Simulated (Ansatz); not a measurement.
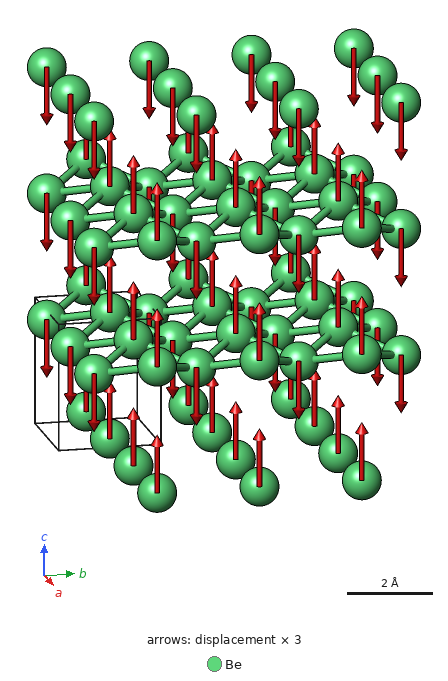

A relaxation of crystalline Be (a generated structure, set up in P4/nmm) (coarse preliminary run). The starting structure is drawn; red arrows show the displacements (the part carried along by the change of the cell is left out), magnified 3 times.

A ball-and-stick model of the cell of the calculation, repeated 3 × 3 × 3 with one cell outlined, seen slightly off an axis.

All numbers below come from DFT PBE, scalar-relativistic, plane waves, PAW in Ansatz 0.2.0. Set-up: plane-wave cutoff 420 eV; k-point mesh 8 × 8 × 6; occupations gaussian; smearing width 0.1 eV; no spin polarisation; cell and atoms relaxed; force threshold 0.04 eV/Å; at most 70 steps.

What did the optimiser do to the structure, and how much energy did it gain?

Answer. The energy falls by 1067 meV per atom in 5 accepted moves (6 points after the start). The largest force component goes from 2.7 to 0.002 eV/Å. Pressure: 29.53 GPa at the start and −0.01 GPa at the end. The SCF was repeated once at an unchanged geometry on a basis and grid sized afresh for the cell, which shifted the energy by 0.2 meV per atom at most. The largest moves relative to the cell, 0.48 Å, are those of Be atoms. Cell: a = b 2.474 → 2.434 Å (−1.6 %), c 3.083 → 2.643 Å (−14.3 %). Volume −17.0 %. Some distances before and after: Be–Be 3.177 → 2.170 Å, Be–Be 1.802 → 2.170 Å. New bonds form: Be–Be (3.18 → 2.17 Å). Bond angles that change, for instance: Be–Be–Be 152.3° → 104.9°, Be–Be–Be 86.7° → 68.2°. The space group (tolerance 0.01 Å) goes from P4/nmm (No. 129) to I4/mmm (No. 139). Cost: 3.9 s on 1 thread of Arm Neoverse V2 (shared host), peak memory 0.26 GiB.
